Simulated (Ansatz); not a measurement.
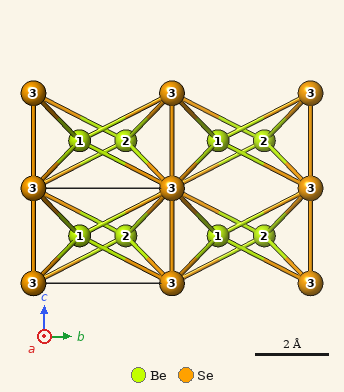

This is the input geometry for a relaxation of solid Be2Se (a generated structure, set up in P6/mmm). Style: ball-and-stick. Shown: the cell of the calculation, repeated 1 × 2 × 2 with one cell outlined, along the a axis.

These are results of Ansatz 0.2.0, DFT PBE, scalar-relativistic, plane waves, PAW, not measurements.

Input
```yaml
crystal:
  lattice:
    - [4.38375447, 0.0, 0.0]
    - [-2.19187723, 3.79644273, 0.0]
    - [0.0, 0.0, 2.60610719]
  atoms:
    - { symbol: Be, position: [0.66666667, 0.33333333, 0.5] }
    - { symbol: Be, position: [0.33333333, 0.66666667, 0.5] }
    - { symbol: Se, position: [0.0, 0.0, 0.0] }
basis:
  ecutwfc: 420
kpoints:
  mp_grid: { grid: [12, 12, 18] }
hamiltonian:
  xc: pbe
scf:
  occupations: { method: gaussian, width: 0.1 }
output:
  forces: true
  stress: true
  eigenvalues: true
relax:
  adjacent_minimum: "off"
  f_tol: 0.01
  max_steps: 80
  cell: { stress_tol: 0.05 }
```

Command:
```bash
ansatz run input.yaml --threads 1 --pin off --max-ram 2560MiB --backend cpu --events-out ev --progress --plain --runs-dir out
```

### Where does the relaxation end?

Over 11 accepted moves (13 points after the start) the energy falls by 403 meV per atom. All forces vanish by symmetry, so only the cell relaxes. The pressure goes from −3.33 to 0.00 GPa. At 2 points the geometry stayed and the basis and grid were re-selected for the new cell (energy shift of 7.0 meV per atom at most each time). The atoms keep their places relative to the cell (all moves are under 0.005 Å). Cell: a = b 4.384 → 3.662 Å (−16.5 %), c 2.606 → 3.438 Å (+31.9 %). Volume −8.0 %. Among the contacts that change: Se3–Se3 2.606 → 3.438 Å, Be1–Se3 2.847 → 2.725 Å. The space group stays P6/mmm (No. 191).

The structure at the end:

```
Be Se
1.0
     3.66152    0.00000    0.00000
    -1.83076    3.17097    0.00000
     0.00000    0.00000    3.43828
Be Se
2 1
Direct
  0.66667 0.33333 0.50000
  0.33333 0.66667 0.50000
  0.00000 0.00000 0.00000
```

After the run, drawn alike:

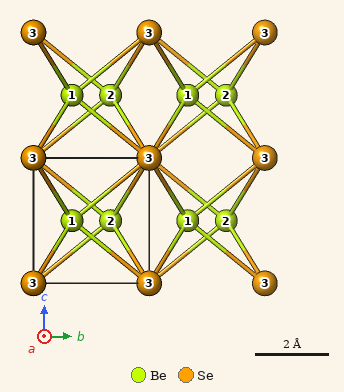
